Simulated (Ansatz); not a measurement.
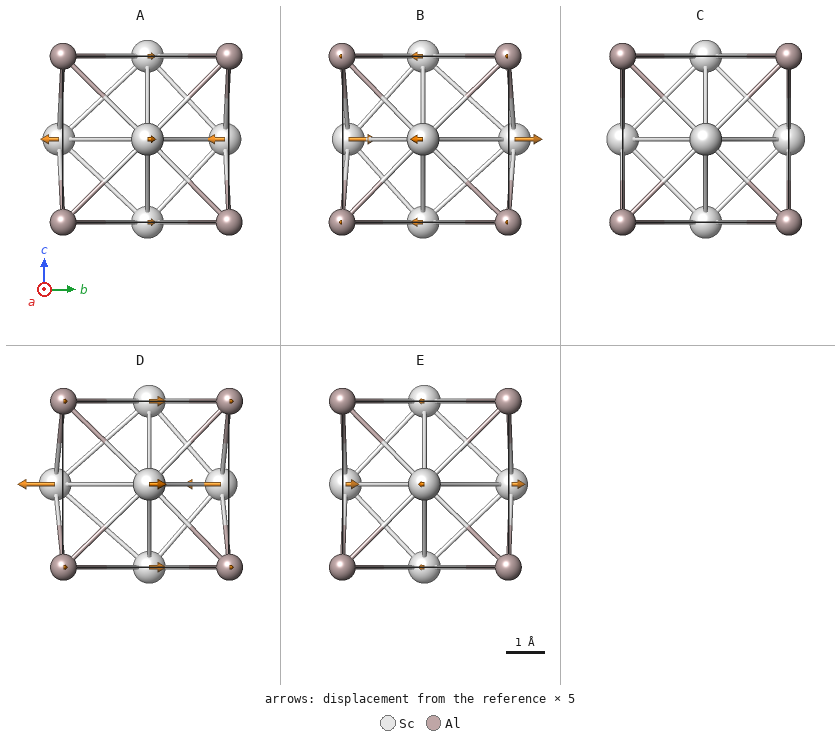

Energy scan for crystalline Sc3Al (Pm-3m), in which a normal mode at the zone centre (one arbitrary combination within a set of 3 degenerate modes) is frozen in with the cell fixed, the amplitude being the largest displacement of an atom. The picture is a ball-and-stick view of the cell of the calculation, seen along the a axis. Orange arrows: displacements from the reference.

The calculation used Ansatz 0.2.0, DFT PBEsol, scalar-relativistic, plane waves, PAW. (plane-wave cutoff 420 eV; k-point mesh 12 × 12 × 12; occupations gaussian; smearing width 0.15 eV; no spin polarisation). Energies (free energies at the smearing named) are counted from the relaxed crystal.

### Order these geometries by energy, lowest first.

Lowest first: C (the amplitude 0.00 Å, 0 meV/cell), E (the amplitude 0.075 Å, 43 meV/cell), A (the amplitude −0.10 Å, 76 meV/cell), B (the amplitude 0.15 Å, 170 meV/cell), D (the amplitude −0.20 Å, 301 meV/cell). Over the whole scan: the harmonic wavenumber of the mode is 252 cm⁻¹, a stable vibration. Of the computed points the lowest is at the amplitude 0.00 Å, 0 meV/cell. The end points stand at 301 meV/cell (−0.20 Å) and 301 meV/cell (0.20 Å). The well is symmetric. At the highest point the shortest interatomic distance is 2.89 Å, against 3.09 Å in the reference.
